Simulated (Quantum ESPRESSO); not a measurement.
Run report: Pt, single-point calculation

System: Pt (I4/mmm, 1 atom in the cell).
Method: Kohn-Sham DFT of a periodic cell, LDA, GBRV 1.5 LDA, no spin polarisation (Quantum ESPRESSO 7.5).

The structure was built on a prototype by a generator; it need not be a known phase.

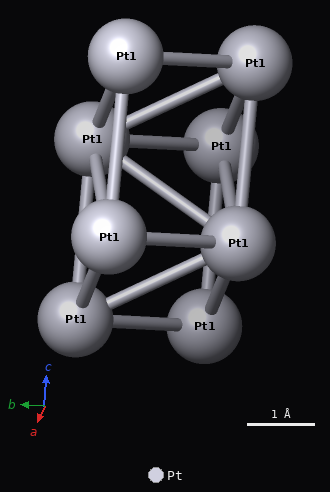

The structure (ball-and-stick view of the reduced cell, seen at an oblique angle; atoms are numbered from 1 in the order of the input). Near neighbours in the crystal (not all of them lie inside the picture): Pt has 12 Pt at 2.74 to 2.75 Å.

Key numbers

```tsv
quantity	value
outcome	converged
space group (tolerance 0.01 Å)	I4/mmm (139)
electrons treated	16
free energy	−2868.1575 eV
Fermi energy	23.232 eV
gap on the k-point mesh	none (metallic)
pressure	2.90 GPa
largest force (length of the vector)	under 0.001 eV/Å
hardware	4 threads of Intel Xeon @ 2.90GHz (Ice Lake), 128 GiB of memory available, shared host
wall time	81 s (CPU time 5.3 min)
peak memory	0.6 GiB
```

Remarks

Notes on the run: negative rho. Spin–orbit coupling is left out, which matters for Pt.

The input
```
&CONTROL
  calculation = 'scf'
  prefix = 'pwscf'
  outdir = './tmp'
  pseudo_dir = './pseudo'
  tprnfor = .true.
  tstress = .true.
  disk_io = 'nowf'
  forc_conv_thr = 0.0001
/
&SYSTEM
  ibrav = 0
  nat = 1
  ntyp = 1
  ecutwfc = 56
  ecutrho = 450
  nbnd = 14
  occupations = 'smearing'
  smearing = 'mp'
  degauss = 0.01469973
/
&ELECTRONS
  conv_thr = 2d-10
  electron_maxstep = 120
  mixing_beta = 0.5
/
ATOMIC_SPECIES
Pt   195.0840 pt_lda_v1.4.uspp.F.UPF
CELL_PARAMETERS angstrom
   0.0000000000    1.9460112200    1.9265511078
   1.9460112200    0.0000000000    1.9265511078
   1.9460112200    1.9460112200    0.0000000000
ATOMIC_POSITIONS crystal
Pt     0.0000000000    0.0000000000    0.0000000000
K_POINTS automatic
32 32 32 0 0 0
```

Command:
```bash
OMP_NUM_THREADS=1 mpirun -n 4 pw.x -nk 4 -in pw.in > pw.out
```

The program's output
```
This program is part of the open-source Quantum ESPRESSO suite
     for quantum simulation of materials; please cite
         "P. Giannozzi et al., J. Phys.:Condens. Matter 21 395502 (2009);
         "P. Giannozzi et al., J. Phys.:Condens. Matter 29 465901 (2017);
         "P. Giannozzi et al., J. Chem. Phys. 152 154105 (2020);
          URL
     in publications or presentations arising from this work. More details at

     Message from routine setup:
     using ibrav=0 with symmetry is DISCOURAGED, use correct ibrav instead

     K-points division:     npool     =       4
     Subspace diagonalization in iterative solution of the eigenvalue problem:
     a serial algorithm will be used

     G-vector sticks info
     --------------------
     sticks:   dense  smooth     PW     G-vecs:    dense   smooth      PW
     Sum         843     421    139                15921     5601    1067

     Using Slab Decomposition

     bravais-lattice index     =            0
     lattice parameter (alat)  =       5.1747  a.u.
     unit-cell volume          =      98.4686 (a.u.)^3
     number of atoms/cell      =            1
     number of atomic types    =            1
     number of electrons       =        16.00
     number of Kohn-Sham states=           14
     kinetic-energy cutoff     =      56.0000  Ry
     charge density cutoff     =     450.0000  Ry
     scf convergence threshold =      2.0E-10
     mixing beta               =       0.5000
     number of iterations used =            8  plain     mixing
     Exchange-correlation=  SLA  PZ   NOGX NOGC
                           (   1   1   0   0   0   0   0)

     celldm(1)=   5.174731  celldm(2)=   0.000000  celldm(3)=   0.000000
     celldm(4)=   0.000000  celldm(5)=   0.000000  celldm(6)=   0.000000

     crystal axes: (cart. coord. in units of alat)
               a(1) = (   0.000000   0.710651   0.703545 )
               a(2) = (   0.710651   0.000000   0.703545 )
               a(3) = (   0.710651   0.710651   0.000000 )

     reciprocal axes: (cart. coord. in units 2 pi/alat)
               b(1) = ( -0.703580  0.703580  0.710687 )
               b(2) = (  0.703580 -0.703580  0.710687 )
               b(3) = (  0.703580  0.703580 -0.710687 )

     PseudoPot. # 1 for Pt read from file:
     pt_lda_v1.4.uspp.F.UPF
     Pseudo is Ultrasoft + core correction, Zval = 16.0
     Generated by new atomic code, or converted to UPF format
     Using radial grid of  985 points,  6 beta functions with:
                l(1) =   0
                l(2) =   0
                l(3) =   1
                l(4) =   1
                l(5) =   2
                l(6) =   2
     Q(r) pseudized with  8 coefficients,  rinner =    1.300   1.300   1.300
                                                       1.300   1.300

     atomic species   valence    mass     pseudopotential
     Pt               16.00   195.08400     Pt( 1.00)

     16 Sym. Ops., with inversion, found

   Cartesian axes

     site n.     atom                  positions (alat units)
         1        Pt     tau(   1) = (   0.0000000   0.0000000   0.0000000  )

     number of k points=  2393  Methfessel-Paxton smearing, width (Ry)=  0.0147

     Number of k-points >= 100: set verbosity='high' to print them.

     Dense  grid:    15921 G-vectors     FFT dimensions: (  36,  36,  36)

     Smooth grid:     5601 G-vectors     FFT dimensions: (  25,  25,  25)

     Initial potential from superposition of free atoms

     starting charge      15.5000, renormalised to      16.0000

     negative rho (up, down):  1.863E-01 0.000E+00
     Starting wfcs are   12 randomized atomic wfcs +    2 random wfcs

     Self-consistent Calculation

     iteration #  1     ecut=    56.00 Ry     beta= 0.50
     Davidson diagonalization with overlap
     ethr =  1.00E-02,  avg # of iterations =  4.2

     negative rho (up, down):  1.734E-01 0.000E+00

     total energy              =    -210.63663726 Ry
     estimated scf accuracy    <       0.73715754 Ry

     iteration #  2     ecut=    56.00 Ry     beta= 0.50
     Davidson diagonalization with overlap
     ethr =  4.61E-03,  avg # of iterations =  2.0

     negative rho (up, down):  1.737E-01 0.000E+00

     total energy              =    -210.80455597 Ry
     estimated scf accuracy    <       0.00711489 Ry

     iteration #  3     ecut=    56.00 Ry     beta= 0.50
     Davidson diagonalization with overlap
     ethr =  4.45E-05,  avg # of iterations =  3.2

     negative rho (up, down):  1.727E-01 0.000E+00

     total energy              =    -210.80563579 Ry
     estimated scf accuracy    <       0.00062931 Ry

     iteration #  4     ecut=    56.00 Ry     beta= 0.50
     Davidson diagonalization with overlap
     ethr =  3.93E-06,  avg # of iterations =  4.0

     negative rho (up, down):  1.727E-01 0.000E+00

     total energy              =    -210.80568322 Ry
     estimated scf accuracy    <       0.00000840 Ry

     iteration #  5     ecut=    56.00 Ry     beta= 0.50
     Davidson diagonalization with overlap
     ethr =  5.25E-08,  avg # of iterations =  2.3

     negative rho (up, down):  1.727E-01 0.000E+00

     total energy              =    -210.80568616 Ry
     estimated scf accuracy    <       0.00000052 Ry

     iteration #  6     ecut=    56.00 Ry     beta= 0.50
     Davidson diagonalization with overlap
     ethr =  3.27E-09,  avg # of iterations =  2.1

     negative rho (up, down):  1.727E-01 0.000E+00

     total energy              =    -210.80568627 Ry
     estimated scf accuracy    <          7.0E-10 Ry

     iteration #  7     ecut=    56.00 Ry     beta= 0.50
     Davidson diagonalization with overlap
     c_bands:  1 eigenvalues not converged
     ethr =  4.36E-12,  avg # of iterations =  4.1

     negative rho (up, down):  1.727E-01 0.000E+00

     total energy              =    -210.80568627 Ry
     estimated scf accuracy    <          3.5E-10 Ry

     iteration #  8     ecut=    56.00 Ry     beta= 0.50
     Davidson diagonalization with overlap
     ethr =  2.16E-12,  avg # of iterations =  1.5

     negative rho (up, down):  1.727E-01 0.000E+00

     End of self-consistent calculation

     Number of k-points >= 100: set verbosity='high' to print the bands.

     the Fermi energy is    23.2320 ev

!    total energy              =    -210.80568627 Ry
     estimated scf accuracy    <          6.6E-12 Ry
     smearing contrib. (-TS)   =      -0.00021555 Ry
     internal energy E=F+TS    =    -210.80547072 Ry

     The total energy is F=E-TS. E is the sum of the following terms:
     one-electron contribution =     -17.59240552 Ry
     hartree contribution      =      23.74151319 Ry
     xc contribution           =     -56.83429911 Ry
     ewald contribution        =    -160.12027928 Ry

     convergence has been achieved in   8 iterations

     negative rho (up, down):  1.727E-01 0.000E+00

     Forces acting on atoms (cartesian axes, Ry/au):

     atom    1 type  1   force =     0.00000000    0.00000000    0.00000000

     Total force =     0.000000     Total SCF correction =     0.000000

     Computing stress (Cartesian axis) and pressure

     negative rho (up, down):  1.727E-01 0.000E+00
          total   stress  (Ry/bohr**3)                   (kbar)     P=       28.98
   0.00017117   0.00000000  -0.00000000           25.18        0.00       -0.00
   0.00000000   0.00017117   0.00000000            0.00       25.18        0.00
   0.00000000  -0.00000000   0.00024876            0.00       -0.00       36.59

=------------------------------------------------------------------------------=
   JOB DONE.
=------------------------------------------------------------------------------=
```

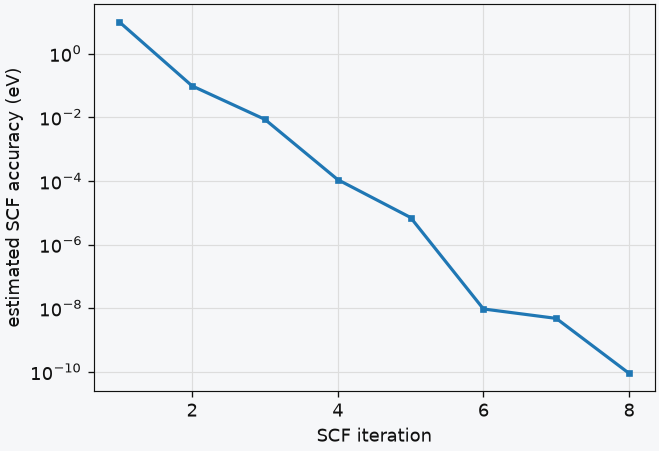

Convergence of the self-consistent field: estimated SCF accuracy against the iteration. The field takes 8 iterations in all.
